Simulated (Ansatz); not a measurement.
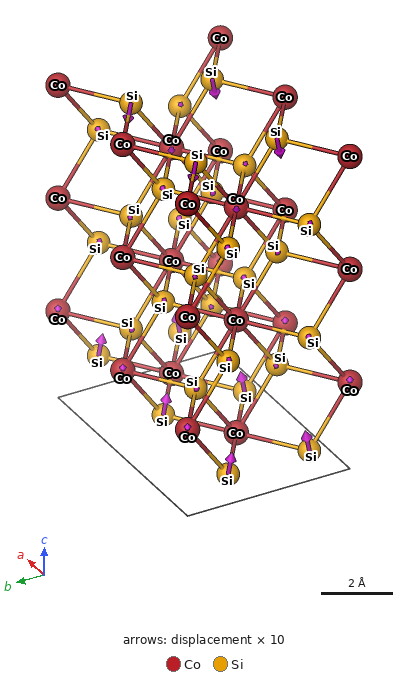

A relaxation of a slab of composition CoSi$_{2}$ (cut from the Fm-3m phase). The starting structure is drawn; purple arrows show the displacements, 10 times their true length.

Style: ball-and-stick. Shown: the 2 × 1 repeat of the cell, outlined in the plane, without the vacuum, from a free direction.

Case: (1 1 0) slab, atoms relaxed. The slab is the (1 1 0) face of CoSi2.

All numbers below come from DFT PBEsol, scalar-relativistic, plane waves, PAW in Ansatz 0.2.0. (plane-wave cutoff 420 eV; k-point mesh 9 × 7 × 1; occupations gaussian; smearing width 0.1 eV; no spin polarisation; dipole correction; atoms relaxed in a fixed cell; force threshold 0.02 eV/Å; at most 60 steps)

Question: What did the optimiser do to the structure, and how much energy did it gain?

Answer: The largest moves relative to the layer's centre, 0.074 Å, are those of Si atoms. By element the largest moves are Si 0.074 Å, Co 0.022 Å. The cell stays as it was. Some distances before and after: Co–Si 2.300 → 2.268 Å, Co–Si 2.300 → 2.294 Å. Bond angles that change, for instance: Si–Co–Si 180.0° → 175.9°, Co–Si–Co 109.5° → 111.6°. The energy falls by 69.4 meV per cell of the calculation in 4 accepted moves (5 points after the start). Largest force component: 0.36 eV/Å at the start, 0.013 eV/Å at the end. The line search rejected the trial step at point 4 of the run.

Limits of the set-up: an element that often carries a moment was run without spin polarisation.
